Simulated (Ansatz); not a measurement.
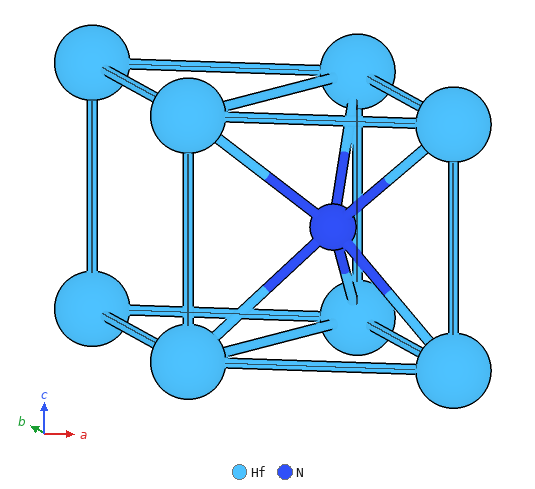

The image is a ball-and-stick drawing of a crystal, viewed slightly off an axis. The edges of the conventional unit cell are marked. Cell: a = 3.09 Å, b = 3.09 Å, c = 2.89 Å, α = 90.00°, β = 90.00°, γ = 120.00°.

It goes back to a structure type filled with these elements by a generator (whether the compound takes this form wasn't checked). Earlier steps of the study, as a rule a relaxation of our own, may have changed the cell and positions, so they can lie some per cent off the listed ones. A calculation with Ansatz used it as input.

> Caption:

The formula is HfN. Space group: P-6m2 (No. 187). Lattice: primitive hexagonal. The prototype is tungsten carbide (WC) type. With Z = 1, the cell contains 1 Hf, 1 N. About every Hf there are eight Hf and six N (about 2.9 to 3.1 Å to Hf, 2.3 Å to N). Each N atom is coordinated by six Hf in a trigonal prismatic arrangement at about 2.3 Å. The bonds build a three-dimensional framework.

Setup: DFT r2SCAN, scalar-relativistic, plane waves, PAW (Ansatz); wavefunction cutoff 500 eV, k-point mesh 12×12×12, Gaussian smearing of 0.05 eV, no spin polarisation.

> Metal or not?

A metal: bands cross the Fermi level.

> List the Bader charges.

Hf +1.82 e; N -1.82 e.

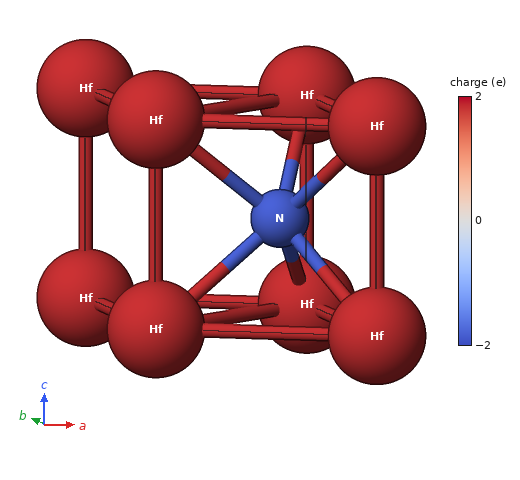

The atoms coloured by those charges. The run's cell of 2 atoms is drawn.

> Does the calculation find this structure at rest?

Yes. All forces vanish to within 0.01 eV/Å. The pressure is 0.0 GPa, close to zero.
